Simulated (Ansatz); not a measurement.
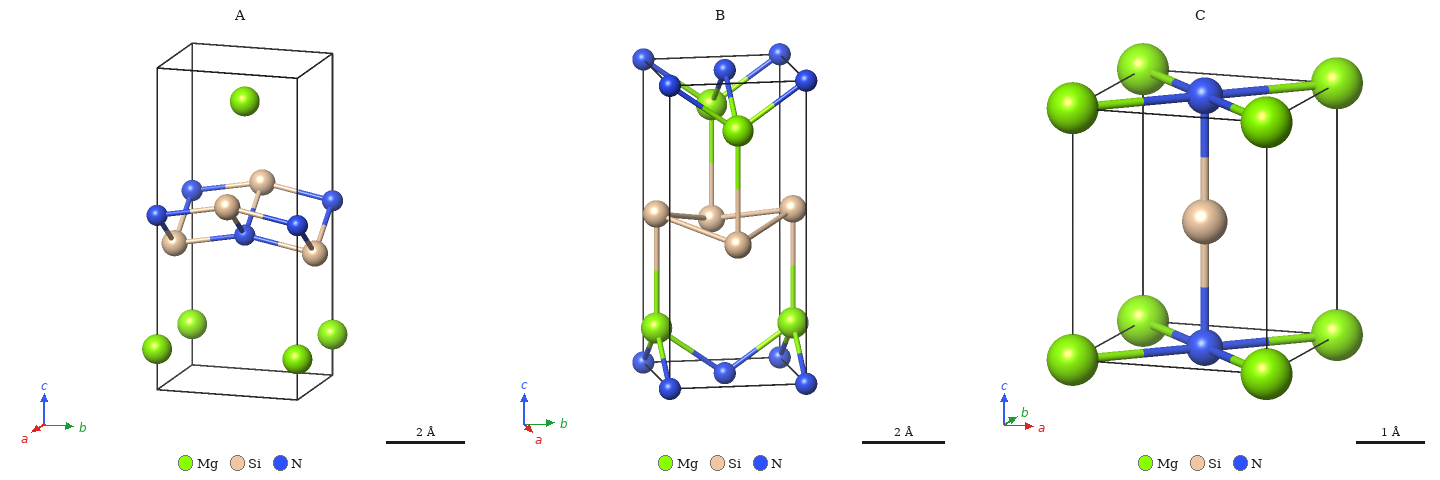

Three structures of MgSiN, each relaxed to rest (conventional cells in solid outline, small ones repeated, each panel with its own scale). Method: DFT PBE, scalar-relativistic, plane waves, PAW (Ansatz), without spin polarisation.

### What are the structures shown?

A: 6 atoms a cell on a primitive orthorhombic lattice, Pmmn; B: PbFCl type, P4/nmm; C: 3 atoms a cell on a primitive tetragonal lattice, P4/mmm.

### Rank them by energy, lowest first.

C, then A (+82 meV/atom) and B (+750 meV/atom), energies at zero smearing.

### Collect the results in a table.

| panel | structure | E − E(lowest) (meV/atom) | volume (Å³/atom) | gap (eV) |
| --- | --- | --- | --- | --- |
| C | P4/mmm | 0 | 12.0 | metal |
| A | Pmmn | 82 | 16.1 | metal |
| B | P4/nmm | 750 | 14.9 | metal |

Some of these may be structure types tried for this composition rather than known phases, and the most stable form need not be among them. Gaps are taken on the k-mesh or band path of each run.
